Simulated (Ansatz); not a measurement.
# Run report: CoSi, geometry relaxation (part 3 of 3)

CoSi (slab, 24 atoms in the cell); DFT PBE, scalar-relativistic, plane waves, PAW, no spin polarisation (Ansatz 0.2.0); cutoff 420 eV, 8×8×1 k-mesh, Gaussian smearing of 0.1 eV. The structure derives from a Materials Project entry. It belongs to a series of runs on one base structure; here: (1 0 0) slab, atoms relaxed.

Geometry of the input (Å; fractional positions):
```
4.4303  0.0000  0.0000
0.0000  4.4303  0.0000
0.0000  0.0000  27.0059
Co 0.6450  0.1450  0.2777
Si 0.8432  0.6568  0.2797
Si 0.1568  0.1568  0.3102
Co 0.3550  0.6450  0.3122
Co 0.8550  0.8550  0.3597
Si 0.6568  0.3432  0.3617
Si 0.3432  0.8432  0.3922
Co 0.1450  0.3550  0.3942
Co 0.6450  0.1450  0.4418
Si 0.8432  0.6568  0.4437
Si 0.1568  0.1568  0.4743
Co 0.3550  0.6450  0.4762
Co 0.8550  0.8550  0.5238
Si 0.6568  0.3432  0.5257
Si 0.3432  0.8432  0.5563
Co 0.1450  0.3550  0.5582
Co 0.6450  0.1450  0.6058
Si 0.8432  0.6568  0.6078
Si 0.1568  0.1568  0.6383
Co 0.3550  0.6450  0.6403
Co 0.8550  0.8550  0.6878
Si 0.6568  0.3432  0.6898
Si 0.3432  0.8432  0.7203
Co 0.1450  0.3550  0.7223
```

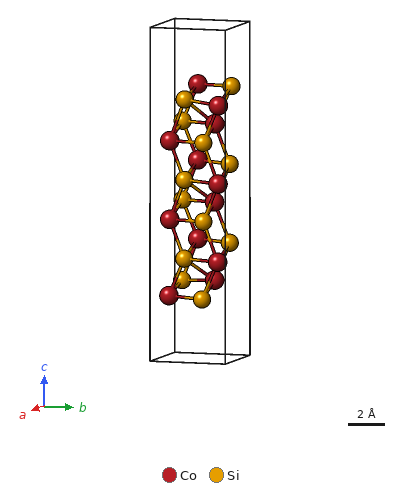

The geometry at step 3 of the log (ball-and-stick view of the cell of the calculation, with the vacuum cut short, seen slightly off an axis).

**Log, continued**
```
  k-point 1: bands = ["-88.9195", "-88.9134", "-88.9067", "-88.9066", "-88.8927", "-88.8924", "-88.8907", "-88.8905", "-88.8651", "-88.8651", "-88.5292", "-88.5292", "-52.3129", "-52.3067", "-52.3043", "-52.2981", "-52.2802", "-52.2771", "-52.2732", "-52.2682", "-52.2521", "-52.2518", "-52.2326", "-52.2307", "-52.2274", "-52.2259", "-52.2130", "-52.2038", "-52.2023", "-52.1865", "-52.1850", "-52.1825", "-52.1785", "-52.1776", "-52.1669", "-52.1605", "-52.1573", "-52.1566", "-52.1376", "-52.1375", "-52.0856", "-52.0856", "-51.9618", "-51.9618", "-51.9003", "-51.9003", "-51.6975", "-51.6975", "-7.4477", "-6.8375", "-5.9764", "-4.8971", "-3.7142", "-2.6652", "-2.5174", "-2.1737", "-1.6003", "-1.3578", "-0.9179", "-0.8425", "-0.0226", "0.0995", "0.4080", "0.4505", "0.7084", "0.9459", "1.0883", "1.2571", "1.4314", "1.4460", "1.6873", "1.8301", "2.1947", "2.2591", "2.3579", "2.5124", "2.6434", "2.7303", "2.7928", "2.9150", "2.9858", "3.0479", "3.0568", "3.1305", "3.1625", "3.1779", "3.1830", "3.2309", "3.2522", "3.3151", "3.3780", "3.4423", "3.5047", "3.5712", "3.6249", "3.7480", "3.8282", "3.8743", "3.9499", "4.0136", "4.0558", "4.0744", "4.1719", "4.2771", "4.4683", "4.6828", "4.7886", "4.8274", "4.8433", "4.8918", "4.9309", "4.9413", "4.9763", "5.0528", "5.1134", "5.1219", "5.1689", "5.2036", "5.2291", "5.3103", "5.4532", "5.5435", "5.5783", "5.7053", "5.7825", "6.0750", "6.1036", "6.1633", "6.3674", "6.9285", "7.1946", "7.3513", "7.5390", "7.5777", "7.7112", "7.7734", "7.9098", "8.2040", "8.3016", "8.4767", "8.5857", "8.8957", "9.0124", "9.1336", "9.3620", "9.5113", "9.6421", "9.8140", "9.8505", "9.9437", "10.0714", "10.1306"]
  k-point 2: bands = ["-88.9192", "-88.9133", "-88.9066", "-88.9063", "-88.8931", "-88.8929", "-88.8906", "-88.8904", "-88.8650", "-88.8650", "-88.5292", "-88.5292", "-52.3128", "-52.3072", "-52.3041", "-52.2946", "-52.2807", "-52.2774", "-52.2730", "-52.2696", "-52.2527", "-52.2525", "-52.2340", "-52.2324", "-52.2290", "-52.2263", "-52.2148", "-52.2006", "-52.1997", "-52.1865", "-52.1845", "-52.1815", "-52.1789", "-52.1778", "-52.1678", "-52.1609", "-52.1577", "-52.1564", "-52.1371", "-52.1369", "-52.0858", "-52.0858", "-51.9617", "-51.9617", "-51.9003", "-51.9003", "-51.6975", "-51.6975", "-7.1037", "-6.5022", "-5.6603", "-4.6433", "-3.9962", "-3.1375", "-3.0344", "-2.4138", "-2.2114", "-1.5676", "-0.9991", "-0.8853", "0.0019", "0.1969", "0.2867", "0.5291", "0.6587", "0.9354", "1.1287", "1.3964", "1.4603", "1.5576", "1.7756", "1.9324", "2.0942", "2.1592", "2.2862", "2.4543", "2.4977", "2.5561", "2.6695", "2.7722", "2.9649", "3.0580", "3.0944", "3.1896", "3.2066", "3.2419", "3.2635", "3.2888", "3.3375", "3.3842", "3.4487", "3.5257", "3.5747", "3.6672", "3.7158", "3.7221", "3.8107", "3.8906", "3.9766", "4.0344", "4.1183", "4.1504", "4.2168", "4.3603", "4.5324", "4.6093", "4.6505", "4.6735", "4.7050", "4.8024", "4.8618", "4.9039", "4.9337", "5.0108", "5.0788", "5.0994", "5.1317", "5.2034", "5.2244", "5.3163", "5.4613", "5.5098", "5.6121", "5.6538", "5.7333", "5.9889", "6.0655", "6.3710", "6.5020", "6.8928", "7.1148", "7.3325", "7.5414", "7.6731", "7.7903", "7.8498", "8.0846", "8.1649", "8.3079", "8.4131", "8.5871", "8.6205", "8.8923", "9.1181", "9.1980", "9.4661", "9.5783", "9.6665", "9.7177", "9.9659", "10.0000", "10.2804"]
  k-point 33: bands = ["-88.9160", "-88.9160", "-88.9055", "-88.9055", "-88.8937", "-88.8937", "-88.8906", "-88.8906", "-88.8653", "-88.8653", "-88.5292", "-88.5292", "-52.3054", "-52.3054", "-52.2975", "-52.2975", "-52.2847", "-52.2847", "-52.2674", "-52.2674", "-52.2619", "-52.2619", "-52.2352", "-52.2352", "-52.2246", "-52.2246", "-52.2048", "-52.2048", "-52.1995", "-52.1995", "-52.1881", "-52.1881", "-52.1728", "-52.1728", "-52.1657", "-52.1657", "-52.1540", "-52.1540", "-52.1340", "-52.1340", "-52.0853", "-52.0853", "-51.9618", "-51.9618", "-51.9005", "-51.9005", "-51.6974", "-51.6974", "-4.5934", "-4.5934", "-4.1195", "-4.1195", "-3.5674", "-3.5674", "-3.5413", "-3.5413", "-3.0810", "-3.0810", "-2.4066", "-2.4066", "-0.8973", "-0.8973", "-0.5566", "-0.5566", "-0.0419", "-0.0419", "0.6002", "0.6002", "1.1753", "1.1753", "1.4150", "1.4150", "2.0162", "2.0162", "2.4991", "2.4991", "2.6827", "2.6827", "2.7630", "2.7630", "3.0053", "3.0053", "3.0762", "3.0762", "3.1918", "3.1918", "3.2481", "3.2481", "3.3570", "3.3570", "3.5939", "3.5939", "3.7375", "3.7375", "3.8786", "3.8786", "4.2245", "4.2245", "4.2835", "4.2835", "4.4179", "4.4179", "4.4358", "4.4358", "4.5168", "4.5168", "4.6250", "4.6250", "4.6619", "4.6619", "4.6960", "4.6960", "4.7519", "4.7519", "4.8529", "4.8529", "4.9693", "4.9693", "5.0214", "5.0214", "5.2012", "5.2012", "5.7254", "5.7254", "5.7713", "5.7713", "6.0558", "6.0558", "6.1054", "6.1054", "6.4039", "6.4039", "6.9516", "6.9516", "7.5504", "7.5504", "8.6045", "8.6045", "9.3857", "9.3857", "9.8998", "9.8998", "10.7324", "10.7324", "11.2588", "11.2588", "11.4258", "11.4259", "11.6078", "11.6078", "11.8140", "11.8140"]
--- Relaxed structure (5 steps of the walk, 5 accepted, 0 SCFs on fresh bases) ---
  F+E_penalty+E_count = -69153.40916536 eV   max|allowed force component| = 9.658e-3 eV/Å
  atoms:
    - { symbol: Co, position: [0.6555278884543011, 0.13930918327025293, 0.2831920472606372] }
    - { symbol: Si, position: [0.8364182330171525, 0.6357070552487846, 0.28174840654856653] }
    - { symbol: Si, position: [0.15688320294619465, 0.15115385472655937, 0.3051316449771055] }
    - { symbol: Co, position: [0.34587377141893016, 0.6427802598848076, 0.3126156502238763] }
    - { symbol: Co, position: [0.8570133912014539, 0.8501025481408261, 0.36096815909218527] }
    - { symbol: Si, position: [0.6570001340181286, 0.3417073075343725, 0.36162228354200987] }
    - { symbol: Si, position: [0.34430770608042915, 0.8445523381663282, 0.39170372879947934] }
    - { symbol: Co, position: [0.1440096649462387, 0.35471731527319655, 0.39400258974072416] }
    - { symbol: Co, position: [0.645623423834176, 0.1456355531077781, 0.4419839272446372] }
    - { symbol: Si, position: [0.8438922522665538, 0.65661553209687, 0.443867085162739] }
    - { symbol: Si, position: [0.15730516738284936, 0.1568190907755286, 0.4741198353944125] }
    - { symbol: Co, position: [0.3561418942167518, 0.64502879786224, 0.4761063132892652] }
    - { symbol: Co, position: [0.8561423294532665, 0.8549710606053622, 0.5238936823020802] }
    - { symbol: Si, position: [0.6573054214143423, 0.34318071085137664, 0.5258801230456633] }
    - { symbol: Si, position: [0.34389244432083826, 0.8433845738124681, 0.5561329563247] }
    - { symbol: Co, position: [0.14562351696283637, 0.3543645883342072, 0.5580160262656436] }
    - { symbol: Co, position: [0.6440102790104725, 0.14528282248301827, 0.6059974397383021] }
    - { symbol: Si, position: [0.8443083413975851, 0.6554475739561452, 0.6082963350396253] }
    - { symbol: Si, position: [0.1570006315551387, 0.1582929100411516, 0.6383776720121339] }
    - { symbol: Co, position: [0.35701400233208014, 0.6498975982780921, 0.6390318836083319] }
    - { symbol: Co, position: [0.8458746191986288, 0.857219716318916, 0.6873843411664454] }
    - { symbol: Si, position: [0.6568840040550397, 0.3488461760000669, 0.6948682948645486] }
    - { symbol: Si, position: [0.3364190030354425, 0.8642928702900615, 0.7182516139139775] }
    - { symbol: Co, position: [0.15552867748116933, 0.36069056294158935, 0.7168079604429081] }
```

**Trajectory as extended XYZ (Å, eV, eV/Å), 5 frames, from step=1 to step=5**
```
24
Lattice="4.4303 0.0000 0.0000 0.0000 4.4303 0.0000 0.0000 0.0000 27.0059" Properties=species:S:1:pos:R:3:forces:R:3 step=1 energy=-69153.00791
Co    2.8577    0.6425    7.5000    0.5694   0.2866   1.1232
Si    3.7356    2.9099    7.5522   -0.1688  -0.4811  -0.0653
Si    0.6948    0.6948    8.3779    0.0979   0.0831  -0.9975
Co    1.5726    2.8577    8.4301   -0.3966   0.0536   0.1997
Co    3.7878    3.7878    9.7152   -0.0626  -0.0668   0.3428
Si    2.9099    1.5204    9.7674    0.0020   0.0489  -0.4570
Si    1.5204    3.7356   10.5930    0.0253   0.0077  -0.1907
Co    0.6425    1.5726   10.6452   -0.0738   0.0197  -0.0030
Co    2.8577    0.6425   11.9303    0.0200   0.0441   0.0823
Si    3.7356    2.9099   11.9825   -0.0132   0.0264  -0.0001
Si    0.6948    0.6948   12.8082    0.0017  -0.0084   0.0104
Co    1.5726    2.8577   12.8604   -0.0014  -0.0029  -0.0450
Co    3.7878    3.7878   14.1455   -0.0014   0.0029   0.0450
Si    2.9099    1.5204   14.1977    0.0017   0.0084  -0.0104
Si    1.5204    3.7356   15.0233   -0.0132  -0.0265   0.0001
Co    0.6425    1.5726   15.0755    0.0200  -0.0441  -0.0823
Co    2.8577    0.6425   16.3606   -0.0738  -0.0197   0.0030
Si    3.7356    2.9099   16.4128    0.0253  -0.0077   0.1907
Si    0.6948    0.6948   17.2385    0.0020  -0.0489   0.4570
Co    1.5726    2.8577   17.2907   -0.0626   0.0668  -0.3428
Co    3.7878    3.7878   18.5758   -0.3966  -0.0536  -0.1997
Si    2.9099    1.5204   18.6280    0.0979  -0.0831   0.9975
Si    1.5204    3.7356   19.4536   -0.1688   0.4811   0.0653
Co    0.6425    1.5726   19.5059    0.5694  -0.2866  -1.1232
24
Lattice="4.4303 0.0000 0.0000 0.0000 4.4303 0.0000 0.0000 0.0000 27.0059" Properties=species:S:1:pos:R:3:forces:R:3 step=2 energy=-69153.26249
Co    2.8908    0.6207    7.5757    0.2664   0.2942   0.5887
Si    3.7178    2.8698    7.5735   -0.0794  -0.3575   0.0219
Si    0.7056    0.6805    8.3470   -0.0063   0.0480  -0.6570
Co    1.5489    2.8462    8.4431   -0.1428   0.1044   0.0764
Co    3.7894    3.7878    9.7281   -0.0414  -0.1736   0.2618
Si    2.9087    1.5239    9.7707    0.0370  -0.0164  -0.2986
Si    1.5217    3.7368   10.5907   -0.0057   0.0221  -0.1111
Co    0.6392    1.5710   10.6389   -0.0445   0.0359   0.0872
Co    2.8573    0.6441   11.9341    0.0185   0.0362   0.0486
Si    3.7360    2.9101   11.9855    0.0004   0.0178  -0.0139
Si    0.6938    0.6942   12.8062   -0.0016   0.0001   0.0024
Co    1.5726    2.8570   12.8576   -0.0009   0.0027  -0.0144
Co    3.7877    3.7885   14.1483   -0.0009  -0.0027   0.0145
Si    2.9090    1.5210   14.1996   -0.0016  -0.0001  -0.0025
Si    1.5209    3.7354   15.0204    0.0005  -0.0179   0.0139
Co    0.6421    1.5711   15.0718    0.0185  -0.0362  -0.0486
Co    2.8544    0.6441   16.3669   -0.0445  -0.0359  -0.0873
Si    3.7369    2.9087   16.4151   -0.0057  -0.0221   0.1111
Si    0.6935    0.6912   17.2352    0.0370   0.0164   0.2986
Co    1.5742    2.8577   17.2777   -0.0414   0.1736  -0.2618
Co    3.7641    3.7992   18.5627   -0.1428  -0.1044  -0.0764
Si    2.9208    1.5346   18.6589   -0.0063  -0.0480   0.6570
Si    1.5026    3.7756   19.4324   -0.0794   0.3574  -0.0219
Co    0.6757    1.5944   19.4302    0.2664  -0.2941  -0.5887
24
Lattice="4.4303 0.0000 0.0000 0.0000 4.4303 0.0000 0.0000 0.0000 27.0059" Properties=species:S:1:pos:R:3:forces:R:3 step=3 energy=-69153.40185
Co    2.9169    0.6193    7.6491   -0.1046  -0.0190  -0.0291
Si    3.6990    2.8176    7.6030    0.0644   0.0067   0.0220
Si    0.7037    0.6709    8.2742    0.0052   0.0080  -0.1338
Co    1.5302    2.8489    8.4477    0.0139   0.0287  -0.0223
Co    3.7929    3.7670    9.7480    0.0044  -0.0454   0.0414
Si    2.9110    1.5154    9.7614    0.0081  -0.0023   0.0713
Si    1.5224    3.7406   10.5824    0.0137   0.0074   0.0040
Co    0.6374    1.5694   10.6364    0.0019   0.0198   0.0581
Co    2.8599    0.6470   11.9362   -0.0073  -0.0035  -0.0069
Si    3.7386    2.9099   11.9874   -0.0119  -0.0051  -0.0066
Si    0.6950    0.6943   12.8045    0.0022   0.0043  -0.0063
Co    1.5748    2.8577   12.8552    0.0096  -0.0008   0.0241
Co    3.7900    3.7877   14.1507    0.0097   0.0008  -0.0242
Si    2.9101    1.5209   14.2014    0.0023  -0.0043   0.0063
Si    1.5234    3.7355   15.0185   -0.0119   0.0051   0.0066
Co    0.6447    1.5682   15.0696   -0.0073   0.0035   0.0069
Co    2.8526    0.6458   16.3694    0.0019  -0.0198  -0.0581
Si    3.7376    2.9049   16.4235    0.0137  -0.0074  -0.0040
Si    0.6959    0.6998   17.2445    0.0081   0.0023  -0.0713
Co    1.5777    2.8784   17.2578    0.0044   0.0454  -0.0414
Co    3.7454    3.7965   18.5581    0.0138  -0.0287   0.0223
Si    2.9188    1.5442   18.7316    0.0052  -0.0080   0.1338
Si    1.4839    3.8278   19.4028    0.0644  -0.0067  -0.0220
Co    0.7018    1.5959   19.3568   -0.1046   0.0190   0.0292
24
Lattice="4.4303 0.0000 0.0000 0.0000 4.4303 0.0000 0.0000 0.0000 27.0059" Properties=species:S:1:pos:R:3:forces:R:3 step=4 energy=-69153.40838
Co    2.9069    0.6167    7.6466   -0.0077  -0.0080   0.0059
Si    3.7038    2.8153    7.6041    0.0173   0.0134   0.0219
Si    0.6986    0.6710    8.2507   -0.0204  -0.0003  -0.0357
Co    1.5314    2.8501    8.4442    0.0095  -0.0076  -0.0078
Co    3.7948    3.7646    9.7487    0.0070   0.0042  -0.0043
Si    2.9114    1.5140    9.7638   -0.0029  -0.0034   0.0153
Si    1.5245    3.7416   10.5807    0.0003  -0.0004  -0.0098
Co    0.6386    1.5705   10.6386   -0.0050   0.0080   0.0172
Co    2.8604    0.6464   11.9363   -0.0038  -0.0045  -0.0038
Si    3.7386    2.9094   11.9871   -0.0012  -0.0031  -0.0027
Si    0.6962    0.6947   12.8042    0.0003   0.0012  -0.0031
Co    1.5765    2.8579   12.8570    0.0066  -0.0037   0.0089
Co    3.7916    3.7876   14.1488    0.0066   0.0037  -0.0089
Si    2.9114    1.5205   14.2017    0.0003  -0.0013   0.0031
Si    1.5235    3.7361   15.0187   -0.0012   0.0032   0.0027
Co    0.6452    1.5688   15.0695   -0.0038   0.0045   0.0038
Co    2.8538    0.6446   16.3673   -0.0050  -0.0080  -0.0171
Si    3.7397    2.9039   16.4251    0.0003   0.0004   0.0098
Si    0.6963    0.7012   17.2421   -0.0029   0.0034  -0.0153
Co    1.5797    2.8809   17.2572    0.0070  -0.0042   0.0043
Co    3.7466    3.7954   18.5616    0.0095   0.0077   0.0078
Si    2.9138    1.5442   18.7552   -0.0204   0.0003   0.0357
Si    1.4886    3.8302   19.4017    0.0173  -0.0133  -0.0219
Co    0.6918    1.5984   19.3593   -0.0077   0.0080  -0.0059
24
Lattice="4.4303 0.0000 0.0000 0.0000 4.4303 0.0000 0.0000 0.0000 27.0059" Properties=species:S:1:pos:R:3:forces:R:3 step=5 energy=-69153.40917
Co    2.9042    0.6172    7.6478    0.0009  -0.0096   0.0036
Si    3.7056    2.8164    7.6089    0.0046   0.0029  -0.0071
Si    0.6950    0.6697    8.2403   -0.0015   0.0018  -0.0036
Co    1.5323    2.8477    8.4425    0.0017   0.0054   0.0040
Co    3.7968    3.7662    9.7483   -0.0037  -0.0015   0.0001
Si    2.9107    1.5139    9.7659   -0.0027  -0.0025  -0.0008
Si    1.5254    3.7416   10.5783   -0.0012   0.0034   0.0011
Co    0.6380    1.5715   10.6404    0.0005   0.0020  -0.0020
Co    2.8603    0.6452   11.9362   -0.0030  -0.0004  -0.0001
Si    3.7387    2.9090   11.9870    0.0036   0.0015   0.0024
Si    0.6969    0.6948   12.8040   -0.0010  -0.0014  -0.0006
Co    1.5778    2.8577   12.8577    0.0016  -0.0031   0.0028
Co    3.7930    3.7878   14.1482    0.0015   0.0031  -0.0028
Si    2.9121    1.5204   14.2018   -0.0010   0.0014   0.0006
Si    1.5235    3.7365   15.0188    0.0036  -0.0015  -0.0024
Co    0.6452    1.5699   15.0697   -0.0029   0.0004   0.0001
Co    2.8532    0.6436   16.3655    0.0005  -0.0020   0.0020
Si    3.7405    2.9038   16.4276   -0.0012  -0.0034  -0.0011
Si    0.6956    0.7013   17.2399   -0.0026   0.0025   0.0008
Co    1.5817    2.8792   17.2576   -0.0037   0.0015  -0.0002
Co    3.7475    3.7977   18.5634    0.0017  -0.0054  -0.0039
Si    2.9102    1.5455   18.7655   -0.0015  -0.0018   0.0036
Si    1.4904    3.8291   19.3970    0.0046  -0.0029   0.0071
Co    0.6890    1.5980   19.3580    0.0009   0.0097  -0.0036
```

**Key numbers**

- outcome: converged
- electrons treated: 252
- free energy: −69153.4092 eV
- work function, top face: 4.54 eV
- work function, bottom face: 4.54 eV
- Fermi energy: 5.907 eV
- gap on the k-point mesh: none (metallic)
- final volume: 530.06 Å³
- work function (upper face): 4.54 eV
- largest force (length of the vector) at the end: 0.010 eV/Å
- hardware: 4 threads of Arm Neoverse V2, 128 GiB of memory available, shared host
- wall time: 13 min (CPU time 52 min)
- peak memory: 3.1 GiB

**Remarks**

Warnings of the run: the exchange-correlation potential is rough where the density is thin. The run has no spin polarisation, so a magnetic state may lie lower.
